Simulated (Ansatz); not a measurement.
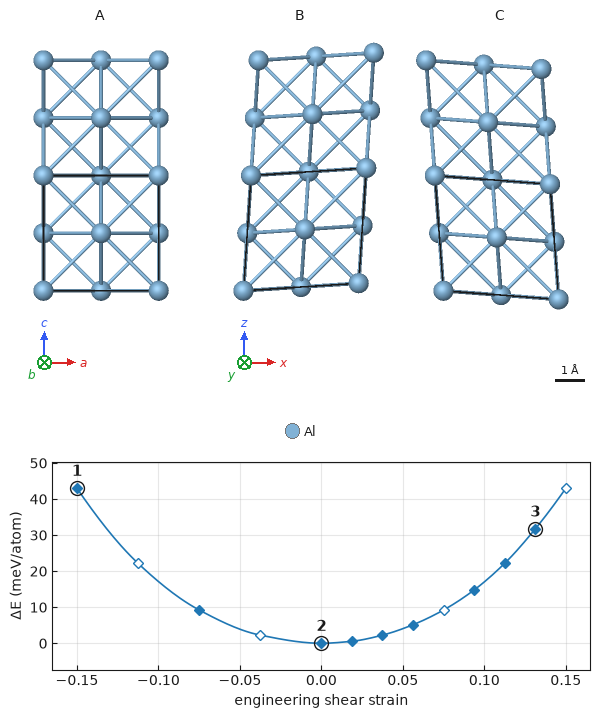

A scan of solid Al (Fm-3m): the cell is strained in shear in the xz plane, with the atoms kept at their fractional coordinates. x, y and z are the Cartesian axes of the input. The frames are shuffled; the numbered points of the plot belong to them. Hollow markers are points alike by symmetry, not computed again. A ball-and-stick model of the conventional cell (4 times the calculation's cell), repeated 1 × 2 × 2 with one cell outlined, seen along the b axis. Lengths and directions refer to the drawn axes.

Level of theory: Ansatz, DFT PBE, scalar-relativistic, plane waves, PAW. (plane-wave cutoff 420 eV; k-point mesh 20 × 20 × 20; occupations gaussian; smearing width 0.15 eV; no spin polarisation). Energies (free energies at the smearing named) are counted from the cell as listed in its source, which wasn't relaxed.

Question: Which frame belongs to which numbered point?

Answer: Point 1 is frame C (the strain −0.15, 43.0 meV/atom); 2 is frame A (the strain 0.00, 0.0 meV/atom); 3 is frame B (the strain 0.1312, 31.7 meV/atom). Of the computed points the lowest is at the strain 0.00, 0.0 meV/atom. The distortion takes the space group from Fm-3m to Immm. At the strain −0.15 the cell of the drawing goes a 4.048 → 4.059 Å, c 4.048 → 4.059 Å, β 90.0° → 98.6°.
